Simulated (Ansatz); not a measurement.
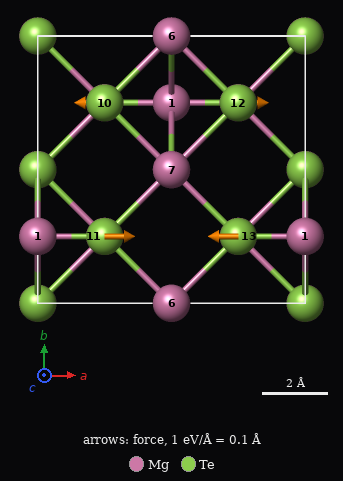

Starting geometry of a defect cell of composition Mg7Te8 (started half-way along a vacancy jump, in the symmetry of that start) with the computed forces as orange arrows. A ball-and-stick model of the conventional cell (2 times the calculation's cell), seen along the c axis. Lengths and directions refer to the drawn axes.

Computed with DFT PBEsol, scalar-relativistic, plane waves, PAW in Ansatz.

The input:
```yaml
crystal:
  lattice:
    - [0.0, 5.9058590461, -5.9058590461]
    - [5.9058590461, 5.9058590461, 0.0]
    - [5.9058590461, 0.0, -5.9058590461]
  atoms:
    - { symbol: Mg, position: [0.0, 0.25, 0.0] }
    - { symbol: Mg, position: [0.5, 0.0, 0.0] }
    - { symbol: Mg, position: [0.5, 0.5, 0.0] }
    - { symbol: Mg, position: [0.0, 0.0, 0.5] }
    - { symbol: Mg, position: [0.0, 0.5, 0.5] }
    - { symbol: Mg, position: [0.5, 0.0, 0.5] }
    - { symbol: Mg, position: [0.5, 0.5, 0.5] }
    - { symbol: Te, position: [0.25, 0.75, 0.25] }
    - { symbol: Te, position: [0.25, 0.25, 0.25] }
    - { symbol: Te, position: [0.75, 0.75, 0.25] }
    - { symbol: Te, position: [0.75, 0.25, 0.25] }
    - { symbol: Te, position: [0.25, 0.75, 0.75] }
    - { symbol: Te, position: [0.25, 0.25, 0.75] }
    - { symbol: Te, position: [0.75, 0.75, 0.75] }
    - { symbol: Te, position: [0.75, 0.25, 0.75] }
basis:
  ecutwfc: 420
kpoints:
  mp_grid: { grid: [4, 4, 4] }
hamiltonian:
  xc: pbesol
scf:
  occupations: { method: gaussian, width: 0.05 }
output:
  forces: true
  stress: true
  eigenvalues: true
relax:
  adjacent_minimum: "off"
  f_tol: 0.02
  max_steps: 60
  escape_saddle: false
```

Launched with:
```bash
ansatz run input.yaml --threads 4 --pin off --max-ram 9216MiB --backend cpu --events-out ev --progress --plain --runs-dir out
```

Q: What follows when this structure is relaxed?

A: It isn't relaxed: the largest force vector, on Te atoms, is 9.65 eV/Å. The final displacements follow the starting forces only in part (cosine between the two patterns 0.67). After 6 geometry steps the energy has fallen by 3.964 eV per cell of the calculation. The largest force component goes from 6.8 to 0.0054 eV/Å. The largest moves, 0.50 Å, are those of Te11 and Te13. Te13 goes along −a. By element the largest moves are Te 0.50 Å, Mg 0.34 Å. The cell stays as it was. Some distances before and after: Te11–Te13 4.176 → 3.171 Å, Mg1–Te11 2.088 → 2.591 Å, Mg1–Te14 3.617 → 3.338 Å, Mg6–Te14 2.953 → 3.197 Å. Bond angles that change, for instance: Te11–Mg6–Te13 90.0° → 66.4°, Mg6–Te11–Mg7 90.0° → 113.6°, Te10–Mg6–Te13 180.0° → 161.5°.

Limits of the set-up: the periodic images lie only 8.4 Å apart, so the values are limited by the cell's size.
